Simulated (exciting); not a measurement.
```cif
data_structure
_symmetry_space_group_name_H-M 'P 1'
_symmetry_Int_Tables_number 1
_cell_length_a 3.2509
_cell_length_b 3.2509
_cell_length_c 4.9474
_cell_angle_alpha 90.000
_cell_angle_beta 90.000
_cell_angle_gamma 90.000
_cell_volume 52.29
loop_
_atom_site_label
_atom_site_type_symbol
_atom_site_fract_x
_atom_site_fract_y
_atom_site_fract_z
_atom_site_occupancy
In1 In 0.00000 0.00000 0.00000 1
In2 In 0.50000 0.50000 0.50000 1
```

Space group I4/mmm.

These are results of Kohn-Sham DFT of a periodic cell, PBE with D2, spin-orbit coupling, all-electron LAPW+lo, shipped species files (exciting), not measurements.

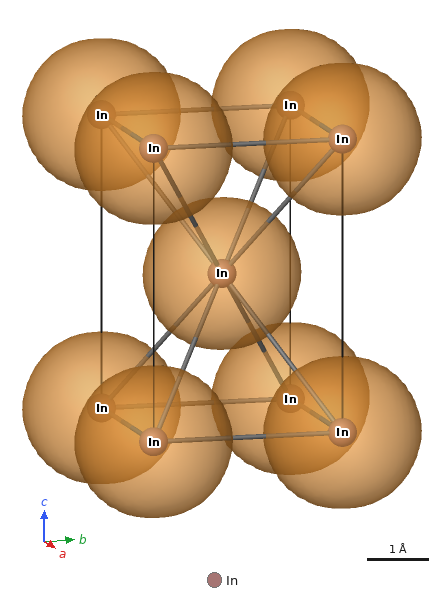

In. Isosurface of the total electron density at 0.2 e/Å³ (orange), seen slightly off an axis. Sticks mark near contacts.

> Which contacts does the surface bridge?

At this value the density breaks into separate islands. It bridges none of the near contacts. It is pinched off along the shortest In–In (3.25 Å) and In–In (3.38 Å) contacts. On the grid the lowest density along these lines, outside the cores, is 0.15 e/Å³ (In–In, 3.25 Å) and 0.12 e/Å³ (In–In, 3.38 Å).
